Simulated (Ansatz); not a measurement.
A series of calculations on SiNi2

### Scan

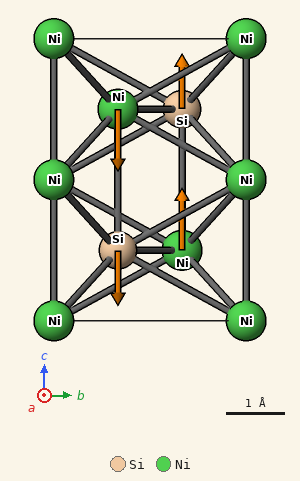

Energy scan for solid SiNi2 (P6_3/mmc), in which a normal mode at the zone centre is frozen in with the cell fixed, the amplitude being the largest displacement of an atom. The picture shows the reference cell. The orange arrows give the direction of positive displacement. Style: ball-and-stick. Shown: the cell of the calculation, along the a axis.

Computed with DFT PBEsol, scalar-relativistic, plane waves, PAW (Ansatz). (plane-wave cutoff 420 eV; k-point mesh 12 × 12 × 10; occupations gaussian; smearing width 0.15 eV; no spin polarisation). Energies (free energies at the smearing named) are counted from the relaxed crystal.

```
CELL_PARAMETERS angstrom
3.86846 0.00000 0.00000
-1.93423 3.35019 0.00000
0.00000 0.00000 4.91699
ATOMIC_POSITIONS crystal
Si 0.33333 0.66667 0.75000
Si 0.66667 0.33333 0.25000
Ni 0.00000 0.00000 0.00000
Ni 0.00000 0.00000 0.50000
Ni 0.33333 0.66667 0.25000
Ni 0.66667 0.33333 0.75000
```

Q: Predict the energy profile (the amplitude: −0.3000, −0.2250, −0.1500, −0.0750, 0.0000, 0.0375, 0.0750, 0.1125, 0.1500, 0.1875, 0.2250, 0.2625, 0.3000 Å).

A:
```tsv
largest displacement (Å)	energy change (meV/cell)
−0.3000	395
−0.2250	223
−0.1500	99
−0.0750	25
0.0000	0
0.0375	6
0.0750	25
0.1125	56
0.1500	99
0.1875	155
0.2250	223
0.2625	303
0.3000	395
```

Points that are alike by symmetry were computed once.

The harmonic wavenumber of the mode is 122 cm⁻¹, a stable vibration. The lowest computed point lies at the amplitude 0.00 Å (0 meV/cell). At the ends of the scan the energy is 395 meV/cell (−0.30 Å) and 395 meV/cell (0.30 Å). The well is symmetric. At the highest point the shortest interatomic distance is 2.30 Å, against 2.23 Å in the reference. The distortion takes the space group from P6_3/mmc to P-3m1.

The computed profile (hollow markers are points alike by symmetry):

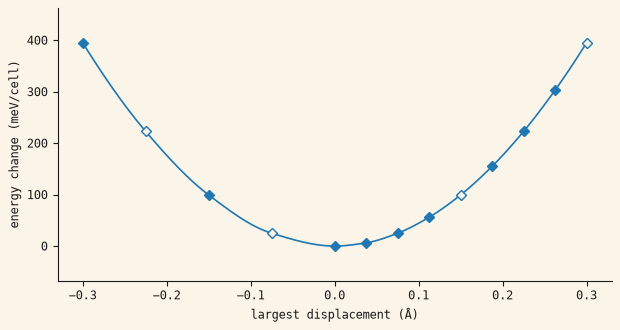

Limits of the set-up: an element that often carries a moment was run without spin polarisation.

### Energy map

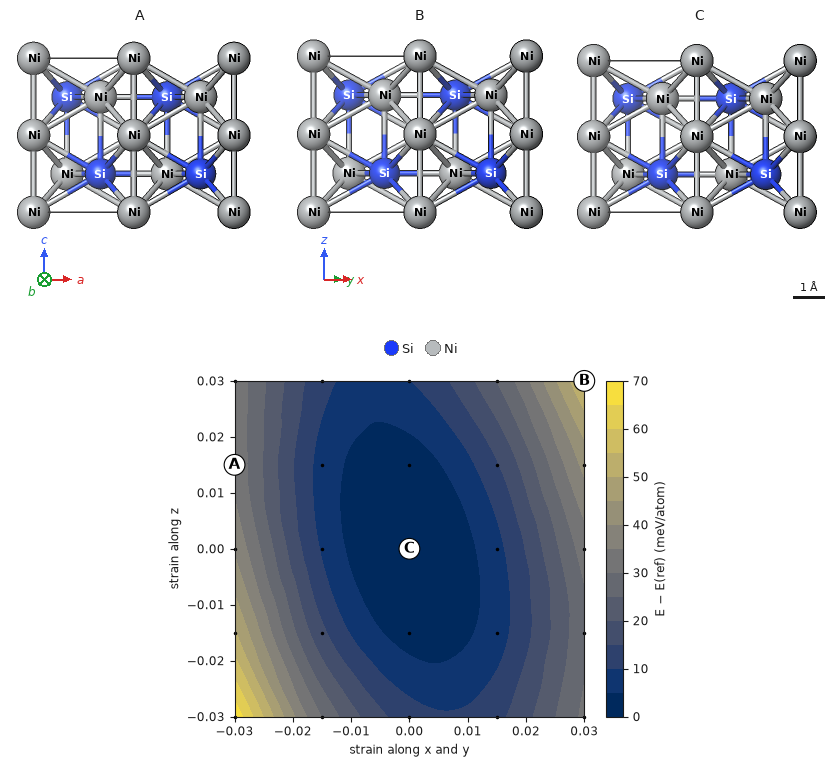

Solid SiNi2 (P6_3/mmc): the cell is strained equally along x and y and separately along z, with the atoms kept at their fractional coordinates. x, y and z are the Cartesian axes of the input. The map is interpolated between the computed points (dots). The lettered frames are marked on it. Style: ball-and-stick. Shown: the cell of the calculation, repeated 2 × 1 × 1 with one cell outlined, along the b axis.

These are results of DFT PBEsol, scalar-relativistic, plane waves, PAW (Ansatz 0.2.0), not measurements. Set-up: plane-wave cutoff 420 eV; k-point mesh 12 × 12 × 10; occupations gaussian; smearing width 0.15 eV; no spin polarisation. Energies (free energies at the smearing named) are counted from the relaxed crystal.

> What does the map show?

In pairs of (strain along x and y; strain along z): the lowest computed point lies at (0.000, 0.000) (0.0 meV/atom), the highest at (−0.030, −0.030) (68.6 meV/atom). The valley is tilted: raising the in-plane strain is made harder by raising the strain along z (cross term 0.37 of the geometric mean of the two curvatures). Over the ranges scanned the energy rises more along the first axis, the in-plane strain. The pressure runs from −16.5 GPa at (0.030, 0.030) to 25.8 GPa at (−0.030, −0.030). The frames lie at A (−0.030, 0.015): 33.8 meV/atom, B (0.030, 0.030): 55.0 meV/atom, C (0.000, 0.000): 0.0 meV/atom.

Limits of the set-up: an element that often carries a moment was run without spin polarisation.

### One mode

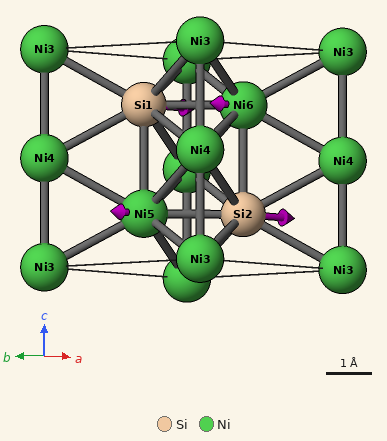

One vibrational mode of a crystal of SiNi2 at the zone centre. The purple arrows give the relative displacements of the atoms. The picture is a ball-and-stick view of the cell of the calculation, seen from a free direction.

Theory: Ansatz, DFT PBEsol, scalar-relativistic, plane waves, PAW.

The input:
```yaml
crystal:
  lattice:
    - [3.8684636248, 0.0, 0.0]
    - [-1.9342318124, 3.3501877727, 0.0]
    - [0.0, 0.0, 4.9169852794]
  atoms:
    - { symbol: Si, position: [0.3333333333, 0.6666666667, 0.75] }
    - { symbol: Si, position: [0.6666666667, 0.3333333333, 0.25] }
    - { symbol: Ni, position: [0.0, 0.0, 0.0] }
    - { symbol: Ni, position: [0.0, 0.0, 0.5] }
    - { symbol: Ni, position: [0.3333333333, 0.6666666667, 0.25] }
    - { symbol: Ni, position: [0.6666666667, 0.3333333333, 0.75] }
basis:
  ecutwfc: 420
kpoints:
  mp_grid: { grid: [12, 12, 10] }
hamiltonian:
  xc: pbesol
scf:
  occupations: { method: gaussian, width: 0.15 }
output:
  eigenvalues: true
phonons:
  method: fd
  supercell: [1, 1, 1]
  amplitude: 0.02
  eigenvectors: true
  dielectric: false
```

Command:
```bash
ansatz run input.yaml --threads 2 --pin off --max-ram 5120MiB --backend cpu --events-out ev --progress --plain --runs-dir out
```

Describe the mode and give its frequency.

Answer. This is the E₁u mode (doubly degenerate; one member of the set is drawn) at 48.8 meV, optical level 9 of 10, counted from below, infrared-active by symmetry. The Ni (2a) atoms hardly move; the Si sublattice moves against the Ni (2c) sublattice, along a; it stretches the shortest Ni–Si bonds (2.23 Å); the kinetic energy is shared as Si 67 %, Ni 33 %. The crystal is a metal, so free carriers screen the infrared response.

Limits of the set-up: an element that often carries a moment was run without spin polarisation.
